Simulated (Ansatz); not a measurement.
# Energy of Al2O3 along a strain of the cell

System: Al2O3 (P-6m2, 5 atoms in the cell).
Method: DFT LDA, scalar-relativistic, plane waves, PAW, no spin polarisation (Ansatz 0.2.0).

The 5 runs differ only in the geometry, by a strain of the cell at fixed fractional positions. Against run 3, the strain is εzz = η. The structure derives from a Materials Project entry.

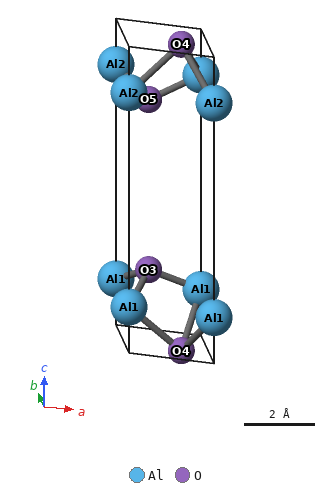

Figure 1. The structure of run 3 (ball-and-stick view of the cell of the calculation, seen at an oblique angle; atoms are numbered from 1 in the order of the input).

## Input of run 3
```yaml
crystal:
  lattice:
    - [2.6535789524, 0.0, 0.0]
    - [-1.3267894762, 2.2980667837, 0.0]
    - [0.0, 0.0, 9.33675446]
  atoms:
    - { symbol: Al, position: [0.0, 0.0, 0.14999233] }
    - { symbol: Al, position: [0.0, 0.0, 0.85000767] }
    - { symbol: O, position: [0.3333333333, 0.6666666667, 0.22231692] }
    - { symbol: O, position: [0.6666666667, 0.3333333333, 0.0] }
    - { symbol: O, position: [0.3333333333, 0.6666666667, 0.77768308] }
basis:
  ecutwfc: 420
kpoints:
  mp_grid: { grid: [9, 9, 4] }
hamiltonian:
  xc: lda
scf:
  occupations: { method: gaussian, width: 0.05 }
output:
  forces: true
  stress: true
  eigenvalues: true
```

Command:
```bash
ansatz run input.yaml --threads 1 --pin off --max-ram 1228MiB --backend cpu --events-out ev --progress --plain --runs-dir out
```

Lattice vectors (Å) and fractional positions of run 3:
```
   2.653579    0.000000    0.000000
  -1.326789    2.298067    0.000000
   0.000000    0.000000    9.336754
Al  0.000000  0.000000  0.149992
Al  0.000000  0.000000  0.850008
O   0.333333  0.666667  0.222317
O   0.666667  0.333333  0.000000
O   0.333333  0.666667  0.777683
```

Run 2 differs from it as follows:
```diff
-    - [0.0, 0.0, 9.33675446]
+    - [0.0, 0.0, 8.9632842816]
```

## Results, with one run withheld

```tsv
run	strain parameter η (%)	free energy per atom, from the lowest run given (meV)	pressure (GPa)	gap on the mesh (eV)
1	−8.0000	93.02	46.81	6.92
2	−4.0000	?	?	?
3	0.0000	0.00	29.83	6.81
4	4.0000	5.96	23.35	6.17
5	8.0000	40.53	17.91	5.40
```

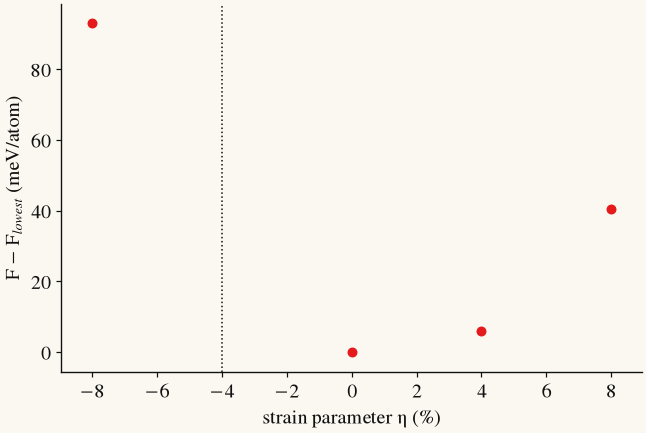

Figure 2. Free energy per atom of the runs given; the dotted line marks run 2.

Fit the runs given and predict run 2.

A quadratic polynomial in the coordinate, fitted to the 4 runs given, misses them by at most 1.39 meV per atom. With x = η − 1.0000, it reads F = −1.165 − 1.1776 x + 1.0298 x² (meV per atom). At run 2 it gives 30.47 meV per atom, and the run itself gives 27.18. The fit has its minimum at η = 1.5718 %. So low a polynomial doesn't follow these energies more closely. The gap on the mesh lies between 5.40 eV (run 5) and 7.02 eV (run 2); run 2 has 7.02 eV. These are gaps of this functional on this mesh, which can miss the band edges; they aren't the measured gap.

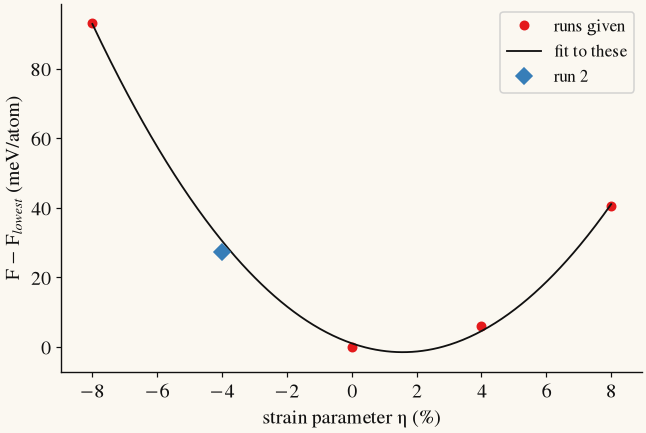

Figure 3. The fit and the withheld run.

## Output, shortened to warnings, some set-up lines, iterations and results (run 2)
```
Basis set: ecut = 420 eV, 1091 PW (Γ)
Symmetry: 12 space group operations
k-points: 36 of 324 (time reversal used)
Initial density: superposition of atomic densities (neutral atoms: chi_scale 0, normalization atom), corrected by the library's trained network
[...]
SCF iter   1: F=—  HF=-2697.486162 eV  |F-HF|=—  |Δ(HF+E_count)|=         —  Δρ=1.59e-2  dr2=1.26e-1  ethr=1.77e-3  ⟨swp⟩=8.6  Hψ=4530  notcnv=0
SCF iter   2: F=—  HF=-2697.449306 eV  |F-HF|=—  |Δ(HF+E_count)|=   3.69e-2  Δρ=6.29e-3  dr2=1.01e-2  ethr=5.26e-4  ⟨swp⟩=3.5  Hψ=1658  notcnv=0  defer=36
SCF iter   3: F=—  HF=-2697.445970 eV  |F-HF|=—  |Δ(HF+E_count)|=   3.34e-3  Δρ=1.79e-3  dr2=7.92e-4  ethr=4.22e-5  ⟨swp⟩=2.8  Hψ=1328  notcnv=0
SCF iter   4: F=—  HF=-2697.445855 eV  |F-HF|=—  |Δ(HF+E_count)|=   1.15e-4  Δρ=9.12e-4  dr2=3.72e-4  ethr=3.30e-6  ⟨swp⟩=2.7  Hψ=1103  notcnv=0
SCF iter   5: F=—  HF=-2697.445759 eV  |F-HF|=—  |Δ(HF+E_count)|=   9.58e-5  Δρ=1.16e-4  dr2=3.74e-6  ethr=1.55e-6  ⟨swp⟩=2.9  Hψ=1076  notcnv=0
SCF iter   6: F=—  HF=-2697.445759 eV  |F-HF|=—  |Δ(HF+E_count)|=   3.92e-7  Δρ=3.69e-5  dr2=2.79e-7  ethr=1.56e-8  ⟨swp⟩=2.9  Hψ=1126  notcnv=0
SCF iter   7: F=-2697.445759 eV  HF=-2697.445759 eV  |F-HF|=4.34e-9  |Δ(HF+E_count)|=   1.57e-7  Δρ=6.64e-6  dr2=1.10e-8  ethr=4.17e-10  ⟨swp⟩=8.6  Hψ=3198  notcnv=0
SCF 1 converged in 7 iterations: F = -2697.445759 eV  dr2 = 1.10e-8
SCF converged after 7 iterations
Free energy (F): -2697.445759 eV
Harris-Foulkes:  -2697.445759 eV  (|F-HF|=4.34e-9)
Internal energy: -2697.445759 eV  (E = F + TS)
E sigma→0 (E₀):  -2697.445759 eV
Fermi energy:    6.631911 eV
--- Per-component energies (eV) ---
  E_band       = -80.391318
  E_kinetic    = 605.437930
  E_local      = -2702.910062  (includes V_loc(G=0)·N_el)
  E_nonlocal   = 174.871228
  E_hartree    = 1159.001440
  E_xc         = -306.038194
  E_vxc        = -350.728830  (∫ρ·V_xc dr)
  E_paw        = -1334.323797  (= ΣΔE_a)
  E_vpaw       = -125.077155  (= ΣTr[D̂ρ^β])
  E_aug_tail   = 0.007921  (compensation charges beyond the density's cutoff)
  E_ewald      = -293.894421
  E_core_change = 0.402198  (= ΣΔE_core)
  E_smearing   = -0.000000  (= −TS)
  E_closure    = -0.000000  (closes the sum)
  Σ components = -2697.445759   (vs F -2697.445759, Δ=0.00e0)
--- Forces (eV/Å), atoms counted from 1 ---
  atom   1  Al    -0.00000000     0.00000000    -1.87937685
  atom   2  Al    -0.00000000     0.00000000     1.87937685
  atom   3  O      0.00000000    -0.00000000     2.64518325
  atom   4  O     -0.00000000     0.00000000     0.00000000
  atom   5  O      0.00000000    -0.00000000    -2.64518325
  max |Σ_I F_I| component: 3.33e-16 eV/Å
--- Stress (GPa, compression-positive) ---
       48.337939       0.000000       0.000000
        0.000000      48.337939       0.000000
        0.000000       0.000000      16.020364
  P = ⅓ Tr σ = 37.5654 GPa (375.654 kbar)
```
